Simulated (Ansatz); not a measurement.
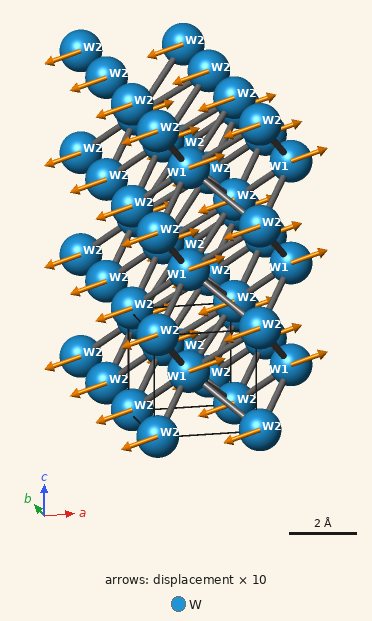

This is a relaxation of a crystal of W (set up in P-1). The starting structure is drawn; orange arrows show the displacements, 10 times their true length.

A ball-and-stick model of the cell of the calculation, repeated 2 × 3 × 3 with one cell outlined, seen slightly off an axis.

Case: all atoms moved at random, sigma 0.1 Å for each component; relaxed back.

Computed with Ansatz, DFT r2SCAN, scalar-relativistic, plane waves, PAW. Settings: plane-wave cutoff 500 eV; k-point mesh 10 × 10 × 10; occupations gaussian; smearing width 0.15 eV; no spin polarisation; cell and atoms relaxed; force threshold 0.01 eV/Å; at most 80 steps.

Describe the change and its energy.

Answer. Over 5 accepted moves (6 points after the start) the energy falls by 0.306 eV per cell of the calculation. Largest force component: 2.4 eV/Å at the start, under 0.0001 eV/Å at the end. The pressure goes from 5.72 to −0.01 GPa. At 1 point the geometry stayed and the basis and grid were re-selected for the new cell (energy shift of less than 0.05 meV per cell of the calculation at most each time). The largest moves, 0.12 Å, are those of W1 and W2. W1 goes roughly along [3 0 1]. The cell doesn't change. Among the contacts that change: W1–W2 2.936 → 2.744 Å, W1–W2 (another image) 2.559 → 2.744 Å, W1–W2 (another image) 2.903 → 2.744 Å, W1–W2 (another image) 2.596 → 2.744 Å. The space group (tolerance 0.01 Å) goes from P-1 (No. 2) to Im-3m (No. 229).
